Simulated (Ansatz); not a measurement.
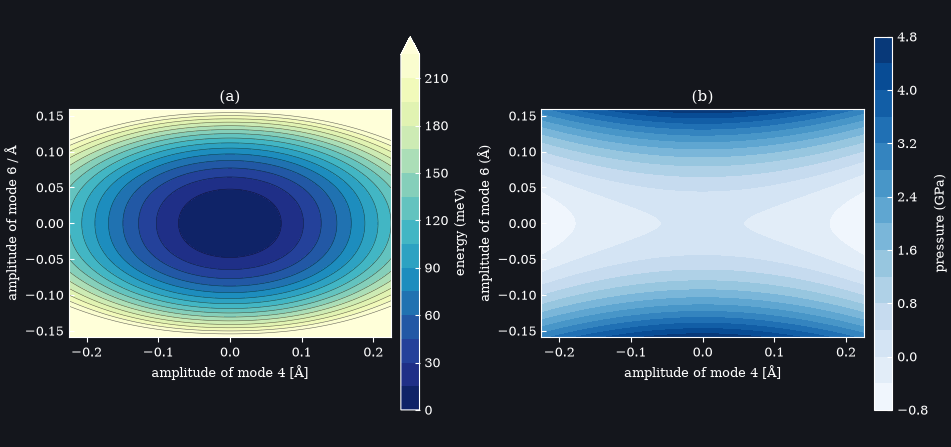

Ti (P6_3/mmc, No. 194; 2 atoms in the cell). 
- The energy is mapped over two normal modes frozen in (zone-centre modes of the 2-atom cell of this scan).
- First axis: amplitude of mode 4 (130 cm⁻¹), largest displacement. Second axis: amplitude of mode 6 (183 cm⁻¹), largest displacement.
- Nothing is relaxed (the cell and all other modes fixed).
- Grid: 7 × 7 points; 16 points were computed and 33 follow by symmetry.
- Points are written as (first, second).
- Energies: meV per cell, counted from the lowest grid point.
- All numbers below come from Ansatz 0.2.0, DFT PBE, scalar-relativistic, plane waves, PAW. Settings: cutoff 520 eV, k-mesh 18×18×10 in the order of the run's cell vectors, gaussian smearing 0.15 eV, no spin polarisation.

Panel (a) is the energy; panel (b) is the computed pressure, in GPa.

Drawn: filled contours, one colour for all values above the top of the scale. Between grid points the surface is interpolated.

Q: How does the pressure vary over the map, and what is it at the lowest grid point?

A: It runs from −0.69 GPa at (−0.225 Å, 0.000 Å) to 4.69 GPa at (0.000 Å, −0.159 Å). At the lowest grid point, (0.000 Å, 0.000 Å), it is 0.04 GPa.

| second ↓, first → | −0.225 | −0.150 | −0.075 | 0.000 | 0.075 | 0.150 | 0.225 |
| --- | --- | --- | --- | --- | --- | --- | --- |
| 0.159 | 3.05 | 3.88 | 4.46 | 4.69 | 4.46 | 3.88 | 3.05 |
| 0.106 | 0.95 | 1.55 | 1.94 | 2.08 | 1.94 | 1.55 | 0.95 |
| 0.053 | −0.29 | 0.17 | 0.45 | 0.54 | 0.45 | 0.17 | −0.29 |
| 0.000 | −0.69 | −0.28 | −0.03 | 0.04 | −0.03 | −0.28 | −0.69 |
| −0.053 | −0.29 | 0.17 | 0.45 | 0.54 | 0.45 | 0.17 | −0.29 |
| −0.106 | 0.95 | 1.55 | 1.94 | 2.08 | 1.94 | 1.55 | 0.95 |
| −0.159 | 3.05 | 3.88 | 4.46 | 4.69 | 4.46 | 3.88 | 3.05 |

PAW datasets: the set soft_1.
